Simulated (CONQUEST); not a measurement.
# Run report: Al, density-of-states run

System: Al (P-1, 2 atoms in the cell).
Method: Kohn-Sham DFT of a periodic cell, PBE, PseudoDojo NC PBE, no spin polarisation (CONQUEST 1.3).

The structure derives from an entry of the Crystallography Open Database.

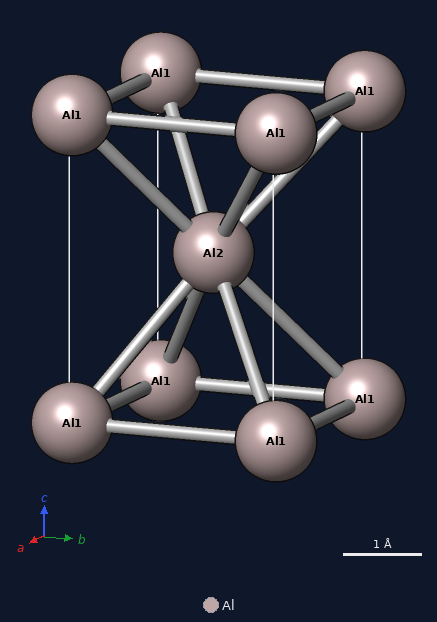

**Figure 1.** The structure (ball-and-stick view of the cell of the calculation, seen slightly off an axis; atoms are numbered from 1 in the order of the input). Near neighbours in the crystal (not all of them lie inside the picture): Al has 12 Al at 2.79 to 2.94 Å.

Input file:
```
IO.Title Al
IO.Coordinates coords.dat
IO.FractionalAtomicCoords F
IO.Iprint 2
IO.Iprint_init 1
General.NumberOfSpecies 1
General.PseudopotentialType hamann
General.DistanceUnits A
AtomMove.TypeOfRun static
AtomMove.FullStress T
Grid.GridCutoff 80
DM.SolutionMethod diagon
Diag.MPMesh T
Diag.GammaCentred T
Diag.MPMeshX 4
Diag.MPMeshY 4
Diag.MPMeshZ 3
Diag.kT 0.00183747
minE.SCTolerance 1e-6
SC.MaxIters 100
IO.AtomChargeOutput T
SC.KerkerPreCondition T
IO.writeDOS T
IO.write_proj_DOS T
IO.DumpChargeDensity T
IO.DumpTotPot T
%block ChemicalSpeciesLabel
1 26.980 Al
%endblock
```

Hardware: 1 thread of AMD EPYC (Zen 5), 16 GiB of memory available, shared host.

Launch command:
```bash
Conquest, then PostProcessCQ with the Process lines added to Conquest_input
```

What the program printed:
```
Simulation cell dimensions:     2.8635 A  x     2.8635 A  x     4.0496 A

      Atomic coordinates (A )
         Atom         X         Y         Z  Species
            1    0.0311    0.0929    7.6301        1
            2    2.7628    2.6768    3.9081        1

         Monkhorst-Pack mesh:   4 x   4 x   3 gamma-centred
        This calculation includes non-local pseudopotentials,
         with a maximum core radius of      8.23709393

    Job title: Al
    Job to be run: static calculation

    Ground state search:
      Support functions represented with PAO basis
      1:1 PAO to SF mapping
      Non-spin-polarised electrons
      Solving for the K matrix using diagonalisation
      Using Fermi-Dirac smearing

    Integration grid size:     24 x   24 x   32

    Integration grid spacing:  0.119 A  x 0.119 A  x 0.127 A

    Number of species:  1
    --------------------------------------------------------
    |   #  mass (au)  Charge (e)  SF Rad (A )  NSF  Label  |
    --------------------------------------------------------
    |   1     26.980       3.000        4.556   13  Al     |
    --------------------------------------------------------
          SCF tolerance:                 0.00000100
          SCF iterations:               100

    The functional used will be GGA PBE96

           radial cut-off to be used is taken to be max PAO cut-off radius for this species:    8.237094

           greatest ang. mom. for making density from PAOs:  2
    Minimum blocs/proc is      288. Maximum blocs/proc is      288
    set_atom_dens: In set_atomic_density, electrons :       6.000000000000
 matrix_size & matrix_size_padH =           26          26

    Screened ion int: energy:      -2.389022478274 Ha

    new_SC_potl: Starting.  Tolerance:  0.10000E-05

    PulayMixSC: Starting Pulay mixing, A_up =  0.500 A_dn =  0.500
    PulayMixSC: Spin non-polarised calculation.
    PulayMixSC: with Kerker preconditioning, q0 =  0.100
          Harris-Foulkes Energy            :        -4.619742724423284 Ha
          GroundState Energy (E-(1/2)TS)   :        -4.620003274392251 Ha
          Free Energy (E-TS)               :        -4.620263824361218 Ha
          DFT Total Energy                 :        -4.618884869385251 Ha
          Total number of electrons        :         6.000000000000041
    PulayMixSC: Pulay iteration     1 residual:              0.44187E-02
          Harris-Foulkes Energy            :        -4.619242752804595 Ha
          GroundState Energy (E-(1/2)TS)   :        -4.619501877438795 Ha
          Free Energy (E-TS)               :        -4.619761002072995 Ha
          DFT Total Energy                 :        -4.618963887427675 Ha
          Total number of electrons        :         6.000021029586899
    PulayMixSC: Pulay iteration     2 residual:              0.24404E-02
          Harris-Foulkes Energy            :        -4.618984383752641 Ha
          GroundState Energy (E-(1/2)TS)   :        -4.619241204255132 Ha
          Free Energy (E-TS)               :        -4.619498024757623 Ha
          DFT Total Energy                 :        -4.618980509673850 Ha
          Total number of electrons        :         6.000044350808397
    PulayMixSC: Pulay iteration     3 residual:              0.12740E-03
          Harris-Foulkes Energy            :        -4.618982289097390 Ha
          GroundState Energy (E-(1/2)TS)   :        -4.619239186965754 Ha
          Free Energy (E-TS)               :        -4.619496084834119 Ha
          DFT Total Energy                 :        -4.618982271413277 Ha
          Total number of electrons        :         6.000041010093283
    PulayMixSC: Pulay iteration     4 residual:              0.27926E-04
          Harris-Foulkes Energy            :        -4.618982405145532 Ha
          GroundState Energy (E-(1/2)TS)   :        -4.619239242037149 Ha
          Free Energy (E-TS)               :        -4.619496078928766 Ha
          DFT Total Energy                 :        -4.618982404930632 Ha
          Total number of electrons        :         6.000039783937957
    PulayMixSC: Pulay iteration     5 residual:              0.22908E-05
          Harris-Foulkes Energy            :        -4.618982420568067 Ha
          GroundState Energy (E-(1/2)TS)   :        -4.619239259695346 Ha
          Free Energy (E-TS)               :        -4.619496098822624 Ha
          DFT Total Energy                 :        -4.618982420546438 Ha
          Total number of electrons        :         6.000039813123439
    PulayMixSC: Pulay iteration     6 residual:              0.81586E-06
    PulayMixSC: Reached SCF tolerance of  0.81586E-06 after      6 iterations
      | Number of electrons      =         6.000040
      |* band energy as 2Tr[K.H] =        -2.230543615666490 Ha
      |  screened ion-ion energy =        -2.389022478274410 Ha
      |  Ha correction           =         0.000638589316599 Ha
      |  XC correction           =        -0.000055920770779 Ha
      | GS Energy as E-(1/2)TS   =        -4.619239259695346 Ha
      | Free Energy as E-TS      =        -4.619496098822624 Ha
      |* Harris-Foulkes energy   =        -4.618982420568067 Ha
      |* DFT total energy        =        -4.618982420546438 Ha
      |  estimated accuracy      =        -0.000000000021629 Ha
    get_E_and_F: Change in energy during last step of electronic optimisation: -0.15423E-07

    BIBLIOGRAPHY: Please consider citing the following references in the conquest.bib file

    CONQUEST:         Bowler2002pt, Miyazaki2004, Nakata2020
    Basis:            Bowler2019
    DM:               Bowler:2006xr
    Pseudopotentials: Hamann2013, Bowler2019
    XC functional:    Perdew1996
```

File coords.dat:
```
    2.8635066920     0.0000000000     0.0000000000
    0.0000000000     2.8635066920     0.0000000000
    0.0000000000     0.0000000000     4.0496100000
2
  0.0164737540   0.0491835909  -0.0119099030 1 T T T
  1.4620320658   1.4165166269   2.0680912813 1 T T T
```

File PostProcessCQ.log:
```
CONQUEST charge density conversion and STM image simulation

D. R. Bowler (UCL) and A. Nakata (NIMS)

  Creating projected density of states (pDOS); also generating DOS

  Calculating density of states (DOS)
    Reading k-points from eigenvalues file, not setting from input file
    Fermi level:     -0.22221 Ha   (=    -6.047 eV)
  Reading bands between   -0.100E+13Ha and    0.100E+13Ha
  Bands     1 to    26 were written out by CONQUEST
  DOS lower limit set by user:     -1.02220 Ha
  DOS upper limit set by user:      0.27780 Ha
  Sigma set by user:     0.005000 Ha
  Dividing DOS into   401 bins of width     0.003350 Ha
 iDOS_low is    0.0000000000000000
  DOS between      -1.042 Ha and Ef integrates to        6.000 electrons
  DOS between      -1.042 Ha and       0.298 Ha integrates to       19.830 electrons

  Calculating projected density of states (DOS)
    Resolving in l
    Producing pDOS for all atoms in cell
  Opening block file: hilbert_make_blk.dat
  Original run on        1 processors
  Results of integrating pDOS between      -1.042 and       0.298 Ha (electrons per atom).
       Atom       Total        l=0        l=1        l=2
          1       3.000      0.998      0.940      1.061
          2       3.000      0.999      0.940      1.061
  Integrated pDOS:       6.000 electrons
```

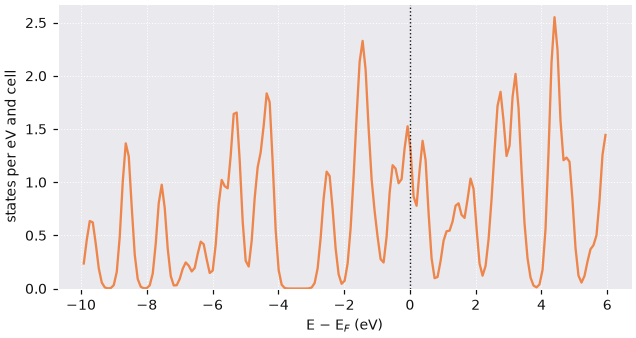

**Figure 2.** Density of states from the levels on the mesh of the run, whose fine structure reflects that mesh, with energies from the Fermi level of the run. At the top of the window the curve may fall because the computed bands end.

Key numbers:

- outcome: converged
- space group (tolerance 0.01 Å): P-1 (2)
- electrons treated: 6
- free energy: −125.7029 eV
- Fermi energy of the self-consistent step: −6.047 eV
- gap on the k-point mesh: none (metallic)
- wall time: 5.5 s
- peak memory: 0.22 GiB

Settings chosen away from the usual ones: SC.KerkerPreCondition set to T. The settings depart from the standard set-up of this series, which can bear on the numbers. Points of doubt noted for this run: output prints bohr positions as angstrom.
